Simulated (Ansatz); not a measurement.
Consider GaAs.

```
Ga As
1.0
     3.60640    0.00000    0.00000
    -1.80320    3.12324    0.00000
     0.00000    0.00000    3.57319
Ga As
1 1
Direct
  0.33333 0.66667 0.50000
  0.00000 0.00000 0.00000
```

Space group P-6m2; a structure from a database of computed crystals, not necessarily the ambient phase; a generated structure, not necessarily the stable one; computed pressure about −3 GPa in this cell.

Computed with Ansatz 0.2.0, Kohn-Sham DFT of a periodic cell, PBE0, Ansatz PAW.

Q: Predict the valence pseudo-density and electron localisation function between the atoms.

A: Ga–As (2.74 Å): ρ is about 0.29 e/Å³ halfway; the ELF is about 0.60 at the midpoint.

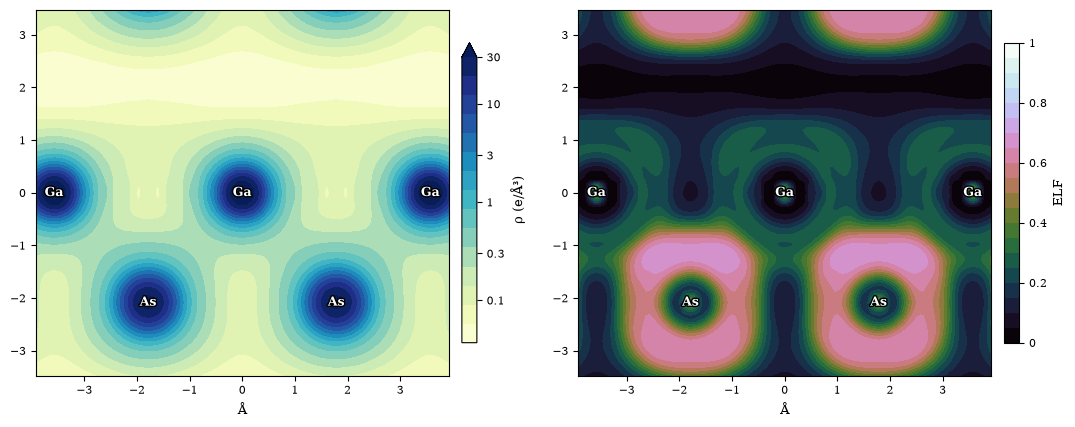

Computed valence pseudo-density and electron localisation function on the (110) plane of the conventional cell, in this order. 
